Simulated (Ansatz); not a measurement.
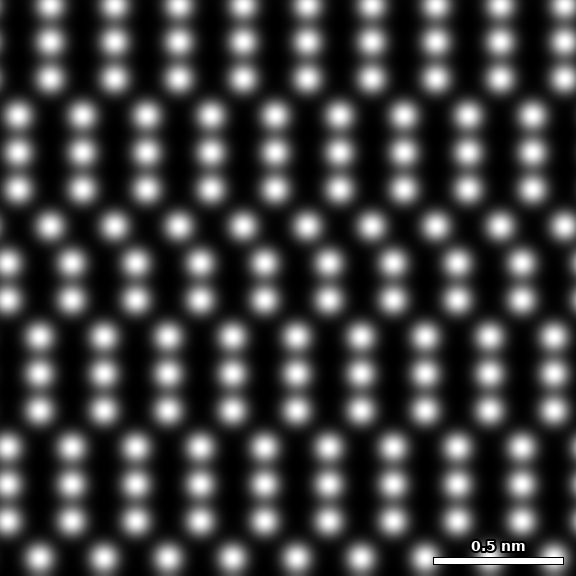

Z-contrast image of As (P6/mmm, No. 191) along [101]. Simulation: incoherent imaging, intensity Z^1.8 per atom, probe width 0.91 Å, thin sample. The probe carries 25 % of its weight in a tail 2.5 times as wide.

One planar defect was built into the perfect crystal by geometry alone, without relaxation. Host structure: the geometry relaxed with Ansatz, DFT, BLYP, plane waves (420 eV) with PAW, scalar-relativistic; the starting structure was generated, so it need not be a known form of this composition.

> Find the planar defect and say what kind it is.

A planar fault (a stacking fault) runs horizontally about 10 Å below the top edge. The part above it is shifted along the boundary by 2/3 of the 2.53 Å repeat of the rows (1.7 Å to the right, the same as 0.8 Å to the left); both parts keep the same orientation.
